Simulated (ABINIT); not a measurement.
Phonon calculation, with input and output: Sb (part 2 of 2)

Continued. System: Sb (Pm-3m, 3 atoms in the cell). Method: Kohn-Sham DFT of a periodic cell, LDA, spin-orbit coupling, JTH PAW LDA v2.0 sp, no spin polarisation (ABINIT 10.8.3); cutoff 408.17 eV, 4×4×4 k-mesh, fermi-dirac of 0.05 eV. The structure was built on a prototype by a generator; it need not be a known phase.

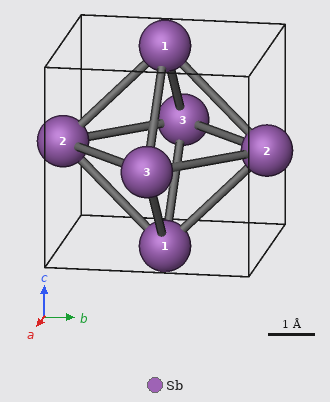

The structure (ball-and-stick view of the cell of the calculation, seen slightly off an axis; atoms are numbered from 1 in the order of the input). An atom can appear more than once, as a periodic image.

Log, continued:
```
--- !EnergyTerms
iteration_state     : {dtset: 1, }
comment             : Components of total free energy in Hartree
kinetic             :  4.97569712533979E+00
hartree             :  1.00869436696398E+00
xc                  : -1.22010540324502E+01
Ewald energy        : -1.73471431821832E+01
psp_core            :  1.29008567087528E+01
local_psp           :  7.55801655669589E-01
PAW spherical_terms : -7.34926469120583E+00
internal            : -1.72564120491130E+01
'-kT*entropy'       : -9.89404153810200E-04
total_energy        : -1.72574014532668E+01
total_energy_eV     : -4.69597816546797E+02
...

--- !EnergyTermsDC
iteration_state     : {dtset: 1, }
comment             : '"Double-counting" decomposition of free energy'
band_energy         : -1.26318812317015E+01
Ewald energy        : -1.73471431821832E+01
psp_core            :  1.29008567087528E+01
xc_dc               : -6.17555371935694E+00
PAW spherical_terms :  5.99731159557660E+00
internal            : -1.72564098289122E+01
'-kT*entropy'       : -9.89404153810200E-04
total_energy_dc     : -1.72573992330660E+01
total_energy_dc_eV  : -4.69597756132055E+02
...

--- !EnergyTermsWithPAWCore
iteration_state     : {dtset: 1, }
comment             : 'Components of total free energy, including PAW core contributions'
Total energy        : -1.94284187711014E+04
Total energy DC     : -1.94284187688812E+04
Total energy (eV)   : -5.28674207329107E+05
Total energy DC (eV): -5.28674207268692E+05
...

 Cartesian components of stress tensor (hartree/bohr^3)
  sigma(1 1)=  1.06075636E-04  sigma(3 2)=  0.00000000E+00
  sigma(2 2)=  1.06075636E-04  sigma(3 1)=  0.00000000E+00
  sigma(3 3)=  1.06075636E-04  sigma(2 1)=  0.00000000E+00

-Cartesian components of stress tensor (GPa)         [Pressure= -3.1209E+00 GPa]
- sigma(1 1)=  3.12085297E+00  sigma(3 2)=  0.00000000E+00
- sigma(2 2)=  3.12085297E+00  sigma(3 1)=  0.00000000E+00
- sigma(3 3)=  3.12085297E+00  sigma(2 1)=  0.00000000E+00

================================================================================
== DATASET  2 ==================================================================

--- !DatasetInfo
iteration_state: {dtset: 2, }
dimensions: {natom: 3, nkpt: 64, mband: 28, nsppol: 1, nspinor: 2, nspden: 1, mpw: 1812, }
cutoff_energies: {ecut:  15.0, pawecutdg:  30.0, }
electrons: {nelect:   1.50000000E+01, charge:   0.00000000E+00, occopt:   3.00000000E+00, tsmear:   1.83746611E-03, }
meta: {optdriver: 1, rfphon: 1, }
...

 mkfilename : getwfk/=0, take file _WFK from output of DATASET   1.

 Exchange-correlation functional for the present dataset will be:
  LDA: Perdew-Wang 92 LSD fit to Ceperley-Alder data - ixc=7
  J.P.Perdew and Y.Wang, PRB 45, 13244 (1992)

 Real(R)+Recip(G) space primitive vectors, cartesian coordinates (Bohr,Bohr^-1):
 R(1)=  8.6520166  0.0000000  0.0000000  G(1)=  0.1155800  0.0000000  0.0000000
 R(2)=  0.0000000  8.6520166  0.0000000  G(2)=  0.0000000  0.1155800  0.0000000
 R(3)=  0.0000000  0.0000000  8.6520166  G(3)=  0.0000000  0.0000000  0.1155800
 Unit cell volume ucvol=  6.4766739E+02 bohr^3
 Angles (23,13,12)=  9.00000000E+01  9.00000000E+01  9.00000000E+01 degrees
 setup1 : take into account q-point for computing boxcut.

 Coarse grid specifications (used for wave-functions):

 getcut: wavevector=  0.0000  0.0000  0.0000  ngfft=  32  32  32
         ecut(hartree)=     15.000   => boxcut(ratio)=   2.12140

 Fine grid specifications (used for densities):

 getcut: wavevector=  0.0000  0.0000  0.0000  ngfft=  45  45  45
         ecut(hartree)=     30.000   => boxcut(ratio)=   2.06257
--------------------------------------------------------------------------------

 ==>  initialize data related to q vector <==

 The list of irreducible perturbations for this q vector is:
    1)    idir= 1    ipert=   1
    2)    idir= 3    ipert=   1

================================================================================

 The perturbation idir=   2  ipert=   1 is
 symmetric of a previously calculated perturbation.
 So, its SCF calculation is not needed.

 The perturbation idir=   1  ipert=   2 is
 symmetric of a previously calculated perturbation.
 So, its SCF calculation is not needed.

 The perturbation idir=   2  ipert=   2 is
 symmetric of a previously calculated perturbation.
 So, its SCF calculation is not needed.

 The perturbation idir=   3  ipert=   2 is
 symmetric of a previously calculated perturbation.
 So, its SCF calculation is not needed.

 The perturbation idir=   1  ipert=   3 is
 symmetric of a previously calculated perturbation.
 So, its SCF calculation is not needed.

 The perturbation idir=   2  ipert=   3 is
 symmetric of a previously calculated perturbation.
 So, its SCF calculation is not needed.

 The perturbation idir=   3  ipert=   3 is
 symmetric of a previously calculated perturbation.
 So, its SCF calculation is not needed.

--------------------------------------------------------------------------------
 Perturbation wavevector (in red.coord.)   0.000000  0.000000  0.000000
 Perturbation : displacement of atom   1   along direction   1
 Found     2 symmetries that leave the perturbation invariant.
 symkpt : the number of k-points, thanks to the symmetries,
 is reduced to    32 .

--------------------------------------------------------------------------------

--------------------------------------------------------------------------------

 dfpt_looppert : total number of electrons, from k and k+q
  fully or partially occupied states are    1.500000E+01 and    1.500000E+01.
 Initialisation of the first-order wave-functions :
  ireadwf=   0

--- !BeginCycle
iteration_state: {dtset: 2, }
solver: {iscf: 7, nstep: 80, nline: 4, wfoptalg: 10, }
tolerances: {tolvrs: 1.00E-08, }
...

     iter   2DEtotal(Ha)        deltaE(Ha) residm    vres2
-ETOT  1   48.801101533135     -3.057E+01 1.210E+00 2.193E+05
 ETOT  2   6.3549528412682     -4.245E+01 1.831E-02 2.875E+04
 ETOT  3  0.52835530189629     -5.827E+00 8.739E-03 4.744E+02
 ETOT  4  0.44374854185586     -8.461E-02 7.609E-04 1.221E+01
 ETOT  5  0.44181455677111     -1.934E-03 1.746E-05 1.303E-01
 ETOT  6  0.44178066421308     -3.389E-05 5.979E-07 1.517E-02
 ETOT  7  0.44177818512561     -2.479E-06 2.495E-08 2.703E-04
 ETOT  8  0.44177802408766     -1.610E-07 2.183E-09 1.360E-05
 ETOT  9  0.44177801691516     -7.172E-09 3.647E-11 4.170E-06
 ETOT 10  0.44177801591398     -1.001E-09 1.022E-12 4.403E-09

 At SCF step   10       vres2   =  4.40E-09 < tolvrs=  1.00E-08 =>converged.
================================================================================

 ----iterations are completed or convergence reached----

 Mean square residual over all n,k,spin=   20.013E-14; max=  10.225E-13

 2DEtotal=    0.4417780159E+00 Ha. Also 2DEtotal=    0.120213922260E+02 eV
    (2DErelax=   -7.8926582626E+01 Ha. 2DEnonrelax=    7.9368360642E+01 Ha)
    (  non-var. 2DEtotal :    4.4177679668E-01 Ha)

--------------------------------------------------------------------------------
 Perturbation wavevector (in red.coord.)   0.000000  0.000000  0.000000
 Perturbation : displacement of atom   1   along direction   3
 Found     4 symmetries that leave the perturbation invariant.
 symkpt : the number of k-points, thanks to the symmetries,
 is reduced to    16 .

--------------------------------------------------------------------------------

--------------------------------------------------------------------------------

 dfpt_looppert : total number of electrons, from k and k+q
  fully or partially occupied states are    1.500000E+01 and    1.500000E+01.
 Initialisation of the first-order wave-functions :
  ireadwf=   0

--- !BeginCycle
iteration_state: {dtset: 2, }
solver: {iscf: 7, nstep: 80, nline: 4, wfoptalg: 10, }
tolerances: {tolvrs: 1.00E-08, }
...

     iter   2DEtotal(Ha)        deltaE(Ha) residm    vres2
-ETOT  1   57.174859441730     -2.306E+01 7.291E-01 2.522E+05
 ETOT  2   7.4467368730399     -4.973E+01 3.013E-02 3.016E+04
 ETOT  3   1.1227345540021     -6.324E+00 9.920E-03 2.604E+02
 ETOT  4   1.0698550179534     -5.288E-02 3.592E-04 8.946E+00
 ETOT  5   1.0684158781108     -1.439E-03 1.420E-05 1.250E-01
 ETOT  6   1.0683769364878     -3.894E-05 3.882E-07 1.818E-02
 ETOT  7   1.0683741174249     -2.819E-06 2.828E-08 2.008E-04
 ETOT  8   1.0683739862736     -1.312E-07 1.339E-09 1.310E-05
 ETOT  9   1.0683739768884     -9.385E-09 3.675E-11 2.826E-06
 ETOT 10   1.0683739762139     -6.745E-10 7.864E-13 2.635E-08
 ETOT 11   1.0683739762073     -6.622E-12 2.886E-14 1.265E-10

 At SCF step   11       vres2   =  1.27E-10 < tolvrs=  1.00E-08 =>converged.
================================================================================

 ----iterations are completed or convergence reached----

 Mean square residual over all n,k,spin=   56.289E-16; max=  28.863E-15

 2DEtotal=    0.1068373976E+01 Ha. Also 2DEtotal=    0.290719369217E+02 eV
    (2DErelax=   -7.9167557262E+01 Ha. 2DEnonrelax=    8.0235931238E+01 Ha)
    (  non-var. 2DEtotal :    1.0683693849E+00 Ha)

================================================================================

 ---- first-order wavefunction calculations are completed ----

 ==> Compute Derivative Database <==

  Dynamical matrix, in cartesian coordinates,
   if specified in the inputs, asr has been imposed
     j1       j2             matrix element
  dir pert dir pert     real part    imaginary part

   1    1   1    1         0.0068880264         0.0000000000
   1    1   1    2         0.0019157500         0.0000000000
   1    1   1    3        -0.0088037765         0.0000000000

   2    1   2    1         0.0068880264         0.0000000000
   2    1   2    2        -0.0088037765         0.0000000000
   2    1   2    3         0.0019157500         0.0000000000

   3    1   3    1         0.0176074875         0.0000000000
   3    1   3    2        -0.0088037438         0.0000000000
   3    1   3    3        -0.0088037438         0.0000000000

   1    2   1    1         0.0019157500         0.0000000000
   1    2   1    2         0.0068880264         0.0000000000
   1    2   1    3        -0.0088037765         0.0000000000

   2    2   2    1        -0.0088037438         0.0000000000
   2    2   2    2         0.0176074875         0.0000000000
   2    2   2    3        -0.0088037438         0.0000000000

   3    2   3    1        -0.0088037765         0.0000000000
   3    2   3    2         0.0068880264         0.0000000000
   3    2   3    3         0.0019157500         0.0000000000

   1    3   1    1        -0.0088037438         0.0000000000
   1    3   1    2        -0.0088037438         0.0000000000
   1    3   1    3         0.0176074875         0.0000000000

   2    3   2    1         0.0019157500         0.0000000000
   2    3   2    2        -0.0088037765         0.0000000000
   2    3   2    3         0.0068880264         0.0000000000

   3    3   3    1        -0.0088037765         0.0000000000
   3    3   3    2         0.0019157500         0.0000000000
   3    3   3    3         0.0068880264         0.0000000000

  Phonon wavevector (reduced coordinates) :  0.00000  0.00000  0.00000
 Phonon energies in Hartree :
   0.000000E+00  0.000000E+00  0.000000E+00  1.496779E-04  1.496779E-04
   1.496779E-04  3.449647E-04  3.449647E-04  3.449647E-04
 Phonon frequencies in cm-1    :
   0.000000E+00  0.000000E+00  0.000000E+00  3.285051E+01  3.285051E+01
   3.285051E+01  7.571101E+01  7.571101E+01  7.571101E+01

== END DATASET(S) ==============================================================
================================================================================

 -outvars: echo values of variables after computation  --------
            acell      1.0000000000E+00  1.0000000000E+00  1.0000000000E+00 Bohr
           etotal1    -1.7257399233E+01
           etotal2     1.0683739762E+00
            fcart1    -0.0000000000E+00 -0.0000000000E+00 -0.0000000000E+00
                      -0.0000000000E+00 -0.0000000000E+00 -0.0000000000E+00
                      -0.0000000000E+00 -0.0000000000E+00 -0.0000000000E+00
            fcart2     0.0000000000E+00  0.0000000000E+00  0.0000000000E+00
                       0.0000000000E+00  0.0000000000E+00  0.0000000000E+00
                       0.0000000000E+00  0.0000000000E+00  0.0000000000E+00
            rprim      8.6520165753E+00  0.0000000000E+00  0.0000000000E+00
                       0.0000000000E+00  8.6520165753E+00  0.0000000000E+00
                       0.0000000000E+00  0.0000000000E+00  8.6520165753E+00
           strten1     1.0607563642E-04  1.0607563642E-04  1.0607563642E-04
                       0.0000000000E+00  0.0000000000E+00  0.0000000000E+00
           strten2     0.0000000000E+00  0.0000000000E+00  0.0000000000E+00
                       0.0000000000E+00  0.0000000000E+00  0.0000000000E+00
           xangst      2.2892249984E+00  2.2892249984E+00  0.0000000000E+00
                       2.2892249984E+00  0.0000000000E+00  2.2892249984E+00
                       0.0000000000E+00  2.2892249984E+00  2.2892249984E+00
             xred      5.0000000000E-01  5.0000000000E-01  0.0000000000E+00
                       5.0000000000E-01  0.0000000000E+00  5.0000000000E-01
                       0.0000000000E+00  5.0000000000E-01  5.0000000000E-01
 Calculation completed.
```

The run was set up as follows.

Input file:
```
ndtset 2

pp_dirpath "./"
pseudos "Sb.LDA_PW-JTH_sp.xml"

acell 3*1.0
rprim
     8.6520165753     0.0000000000     0.0000000000
     0.0000000000     8.6520165753     0.0000000000
     0.0000000000     0.0000000000     8.6520165753
ntypat 1
znucl 51
natom 3
typat 1 1 1
xred
            1/2            1/2            0.0
            1/2            0.0            1/2
            0.0            1/2            1/2

ecut 408.170794 eV
pawecutdg 30.0

ngkpt 4 4 4
nshiftk 1
shiftk 0.5 0.5 0.5

ixc 7

nband 28
occopt 3
tsmear 0.05 eV

nspinor 2
nspden 1
pawspnorb 1

nstep 80

prteig 0
prtebands 0
prtwf 0
prtden 0
prtpot 0

kptopt1 4
tolvrs1 1.0e-11
prtwf1 1
tolwfr1 1.0e-14
nbdbuf1 4
nline1 6

rfphon2 1
rfatpol2 1 3
rfdir2 1 1 1
getwfk2 1
kptopt2 3
nqpt2 1
qpt2 0.0 0.0 0.0
tolvrs2 1.0e-8
```

File mrgddb.in:
```
merged_DDB
Sb
2
runo_DS1_DDB
runo_DS2_DDB
```

File anaddb.abi:
```
ddb_filepath "merged_DDB"
output_file "anaddb.abo"
outdata_prefix "ana"
asr 1
chneut 0
dipdip 0
dieflag 0
enunit 0
eivec 1
nph1l 1
qph1l 0.0 0.0 0.0 1.0
```

Command:
```bash
abinit run.abi > log 2>&1
mrgddb < mrgddb.in > mrgddb.log 2>&1
anaddb anaddb.abi > anaddb.log 2>&1
```

Results in brief:

```json
{"quantity": "outcome", "value": "converged"}
{"quantity": "space group (tolerance 0.01 Å)", "value": "Pm-3m (221)"}
{"quantity": "electrons treated", "value": "15"}
{"quantity": "free energy", "value": "−469.5978 eV"}
{"quantity": "Fermi energy", "value": "−17.946 eV"}
{"quantity": "pressure", "value": "−3.12 GPa"}
{"quantity": "largest force (length of the vector)", "value": "under 0.001 eV/Å"}
{"quantity": "hardware", "value": "1 thread of Intel Xeon (Sapphire Rapids), 32 GiB of memory available, shared host"}
{"quantity": "wall time", "value": "2.6 min"}
{"quantity": "peak memory", "value": "0.28 GiB"}
```

Remarks:

Points of doubt noted for this run: cutoff too low for stress; k mesh coarse for metal response.
